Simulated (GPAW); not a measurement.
# zinc-blende (ZnS)₁₋ₓ(ZnSe)ₓ at x = 0.125: the Zn K absorption edge, part 3 of 3

What does the Zn K edge look like in zinc-blende (ZnS)₁₋ₓ(ZnSe)ₓ at x = 0.125?

GPAW 26.7.0; X-ray absorption from dipole matrix elements to empty bands, plane-wave PAW PBE.

So far. Step 5 (Spectrum with XCH, Zn atom 1): Main maxima below 27 eV (height): 4.8 eV (2.03), 8.8 eV (0.99) and 12.4 eV (1.05). A K edge sees empty p states on the absorber. Step 5 (Spectrum with XCH, Zn atom 1): The total-energy difference is 9692.79 eV. One term is added: -30.96 eV, since the hole is spin-paired here and a spin-polarised one costs that much less in the free atom (computed apart). The photon energy is then 9661.83 eV. The tabulated edge of the element is 9659 eV.

**7. Spectrum with XCH, S atom 2**

The holes are 7.7 Å apart. The excited electron is kept in the cell, where it fills the lowest empty states and screens the hole. After the field has converged, empty bands are computed with the density fixed and the dipole matrix elements are summed.

The absorber has 2 Zn at 2.34 Å and 2 Zn at 2.36 Å (tetrahedral).

File xas.py:

```python
import numpy as np
from ase import Atoms
from ase.parallel import parprint, paropen
from gpaw import GPAW, PW, FermiDirac, Mixer, MixerDif, setup_paths
from gpaw.test import gen
setup_paths.insert(0, '.')
gen('S', name='fch1s', xcname='PBE', corehole=(1, 0, 1), write_xml=True)
from gpaw.mpi import world
world.barrier()

atoms = Atoms('ZnSZnSeZnSZnSZnSZnSZnSZnS',
    cell=[[0, 5.44225, 5.44225],
     [5.44225, 0, 5.44225],
     [5.44225, 5.44225, 0]],
    scaled_positions=[[0.9969105, 0.9988528, 0.009812],
     [0.1252951, 0.1273024, 0.1249167],
     [0.995408, 0.9958786, 0.4963743],
     [0.124329, 0.1253034, 0.6244964],
     [0.9981478, 0.5023847, 0.0010741],
     [0.1251178, 0.6264317, 0.1242564],
     [0.9970642, 0.5112036, 0.4961224],
     [0.1254378, 0.6243787, 0.6261396],
     [0.5000916, 0.999436, 0.0023707],
     [0.6246824, 0.1254278, 0.1260725],
     [0.5097311, 0.9963209, 0.4981742],
     [0.6238052, 0.1248006, 0.6273897],
     [0.4997703, 0.4999243, 0.999531],
     [0.6239585, 0.6252171, 0.125259],
     [0.5006751, 0.4996284, 0.4995324],
     [0.6251058, 0.6243668, 0.6249909]],
    pbc=True)
atoms.calc = calc = GPAW(legacy_gpaw=True, mode=PW(400, force_complex_dtype=True), xc='PBE', setups={1: 'fch1s'},
    kpts={'size': (3, 3, 3), 'gamma': True}, occupations=FermiDirac(0.04),
    charge=-1, mixer=Mixer(0.1, 5, 50), maxiter=150,
    convergence={'density': 0.0001, 'eigenstates': 1e-6}, txt='scf.txt')
energy = atoms.get_potential_energy() + calc.get_reference_energy()
ef = calc.get_fermi_level()
out = dict(energy=energy, fermi=ef, forces=atoms.get_forces().tolist())
parprint(f'all-electron energy {energy:.4f} eV, Fermi level {ef:.4f} eV')
ev = np.array([[calc.get_eigenvalues(k, s) for k in range(len(calc.get_ibz_k_points()))] for s in range(calc.get_number_of_spins())])
out['homo'], out['lumo'], out['counts'] = ev[ev < ef].max(), ev[ev > ef].min(), sorted(set((ev < ef).sum((0, 2)).tolist()))
out['filled'] = (ev[:, 0] < ef).sum(1).tolist()

from ase.units import Ha
from gpaw.xas import dipole_matrix_elements
nb = int(calc.get_number_of_electrons() / 2) + 165
top, nb = nb, nb + 8 + nb // 12
nscf = calc.fixed_density(kpts={'size': (4, 4, 4), 'gamma': True}, nbands=nb,
    convergence={'bands': top, 'eigenstates': 5e-3}, maxiter=60, txt='nscf.txt')
cell = atoms.cell.array
ops = [cell.T @ U.T @ np.linalg.inv(cell.T) for U in nscf.wfs.kd.symmetry.op_scc]
filled = [72]  # bands filled in the ground state, by spin
E = np.arange(-6, 30, 0.1)
fwhm = np.interp(E, [4, 25], [0.9, 3.5])
Y, X, zero, highest = 0, 0, 1e9, 1e9
for spin in range(nscf.get_number_of_spins()):
    wfs = nscf.wfs
    mine = wfs.bd.get_slice()  # this rank's bands
    A = dipole_matrix_elements(wfs.setups[1])
    eps = np.zeros((wfs.kd.nibzkpts, nb))
    d = np.zeros((3, A.shape[1], wfs.kd.nibzkpts, nb), complex)
    for kpt in wfs.kpt_u:
        if kpt.s == spin and 1 in kpt.P_ani:
            eps[kpt.k, mine] = kpt.eps_n * Ha
            d[:, :, kpt.k, mine] = (kpt.weight * wfs.nspins / 2) ** 0.5 * np.inner(A, kpt.P_ani[1])
    world.sum(eps)
    world.sum(d)
    T = np.einsum('amkn,bmkn->abkn', d, d.conj()).real
    T = sum(np.einsum('ai,ijkn,bj->abkn', R, T, R) for R in ops) / len(ops)
    empty = np.ones_like(eps, bool) & (np.arange(nb) >= filled[spin])
    zero, highest = min(zero, eps[empty].min()), min(highest, eps[:, top - 1].min())
    lines = [(eps, T, empty)] if spin == 0 else lines + [(eps, T, empty)]
for eps, T, empty in lines:
    f = np.einsum('aakn->akn', T).reshape(3, -1)
    x = eps.ravel() - zero
    w = np.interp(x, E, fwhm) / 2.35482
    g = np.exp(-0.5 * ((E[:, None] - x) / w) ** 2) / (w * (2 * np.pi) ** 0.5)
    Y = Y + (f * empty.ravel()) @ g.T
    X = X + (f * ~empty.ravel()) @ g.T
out.update(E=E.round(2).tolist(), xas=Y.tolist(), xes=X.tolist(), zero=zero, valid=highest - zero, nk=len(eps), nb=nb)
for i in range(0, len(E), 10):
    parprint(f'{E[i]:7.2f}', *(f'{v:10.3e}' for v in Y[:, i]))
import json
with paropen('out.json', 'w') as f:
    json.dump(out, f)
```

The run is started by

```console
$ OMP_NUM_THREADS=1 mpirun -n 4 gpaw python xas.py
```

Numbers of over 12 decimals in the logs are rounded to 6 here.

What it wrote:

```text
Input parameters:
  charge: -1
  convergence: {density: 0.0001,
                eigenstates: 1e-06}
  kpts: {gamma: True,
         size: (3, 3, 3)}
  maxiter: 150
  mixer: {backend: pulay,
          beta: 0.1,
          method: separate,
          nmaxold: 5,
          weight: 50}
  mode: {ecut: 400.0,
         force_complex_dtype: True,
         name: pw}
  occupations: {fixmagmom: False,
[...]
*p    :     0.281008
*d    :     0.000000
--------------------------------

Diagonalizing with gridspacing h=0.050

state   all-electron     PAW
-------------------------------
3s:      -1.143740    -1.144551
3p:      -0.718992    -0.719674
*d:                   -0.150764
*f:                   -0.016520
-------------------------------
all-electron energy -530566.9970 eV, Fermi level 6.8008 eV
[...]
28.00  2.999e-06  2.998e-06  3.050e-06
  29.00  2.745e-06  2.743e-06  2.814e-06
[key lines of the parts left out:]
Converged after 16 iterations.
Dipole moment: (-24.974138, -24.757172, -22.459997) |e|*Ang
Free energy:    -63.666642
Fermi level: 6.80078
```

Run time: 3 min. Hardware: 4 MPI ranks of AMD EPYC 9R14 (Zen 4), shared host; peak memory 0.75 GiB.

The S K spectrum, S atom 2, excited-electron core hole (neutral cell) (energy from the bottom of the conduction band, which holds the excited electron; intensity scaled to a mean of 1 over the first 20 eV):

```
E (eV)  isotropic  ε ∥ x  ε ∥ z
  -2.0       0.00   0.00   0.00
  -0.5       0.00   0.00   0.00
   1.0       0.38   0.37   0.40
   2.5       1.90   1.85   1.99
   4.0       1.78   1.76   1.79
   5.5       1.33   1.31   1.37
   7.0       1.43   1.49   1.31
   8.5       0.94   0.95   0.91
  10.0       0.60   0.61   0.57
  11.5       0.55   0.55   0.57
  13.0       0.89   0.87   0.93
  14.5       1.13   1.11   1.17
  16.0       1.03   1.02   1.04
  17.5       0.81   0.80   0.82
  19.0       0.68   0.70   0.64
  20.5       0.69   0.71   0.64
  22.0       0.76   0.77   0.73
  23.5       0.75   0.76   0.75
  25.0       0.81   0.82   0.81
  26.5       1.06   1.06   1.06
  28.0       1.19   1.18   1.21
```

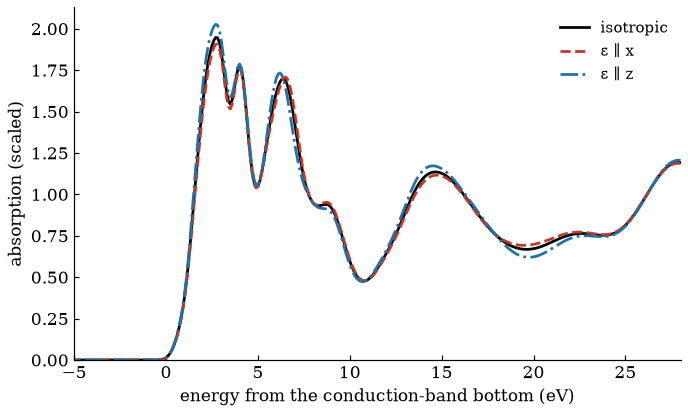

The S K edge, S atom 2, excited-electron core hole (neutral cell): main maxima at 2.7, 4.0 and 6.4 eV.

Main maxima below 24 eV (height): 2.7 eV (1.95), 4.0 eV (1.78), 6.4 eV (1.70) and 14.7 eV (1.13). 

The total-energy difference is 2484.54 eV. One term is added: -16.94 eV, since the hole is spin-paired here and a spin-polarised one costs that much less in the free atom (computed apart). The photon energy is then 2467.60 eV. The functional leaves an error of a few eV in such absolute values.

**8. Results**

* absorber and edge: Zn K, atom 1 of the ground-state input (counted from 1)
* surroundings: 3 S at 2.34 Å and 1 Se at 2.42 Å (distorted tetrahedral)
* highest intensity below 24 eV: 4.8 eV above the zero, height 2.03
* photon energy of the zero, with the added terms: 9661.8 eV (raw 9692.8 eV; uncertain by a few eV)

What this shows: The Zn K edge of atom 1, with 3 S at 2.34 Å and 1 Se at 2.42 Å (distorted tetrahedral), has its highest intensity of the first 24 eV at 4.8 eV above the zero, near 9667 eV in photon energy (uncertain by a few eV), 2.0 times the mean level of the first 20 eV (Gaussian full width 1.67 eV up to 4 eV, rising linearly to 3.5 eV at 25 eV). The script folds with a Gaussian, whereas the core hole's own line is a Lorentzian, so the onset is too steep and the first peak too high.

[Banner, clock and machine lines of the logs are left out without a mark of their own.]

[Logs are printed without paths, hosts, clocks, repeated set-up lines and the standing remarks that a program may print on its own settings, such as how far it seeks lower states.]

[Hosts, paths, dates, database ids (printed as entryN), source tags and the programs' standing remarks are cut or masked in the printed files.]

[Lists of maxima count a maximum above −3 eV only where it reaches 4 % of the highest in the window and stands out from its surroundings by 2 % of it (1.5 % where it reaches 55 %); shoulders and weaker maxima are passed over, and of the rest the first, up to two pre-edge ones and the few strongest are named.]
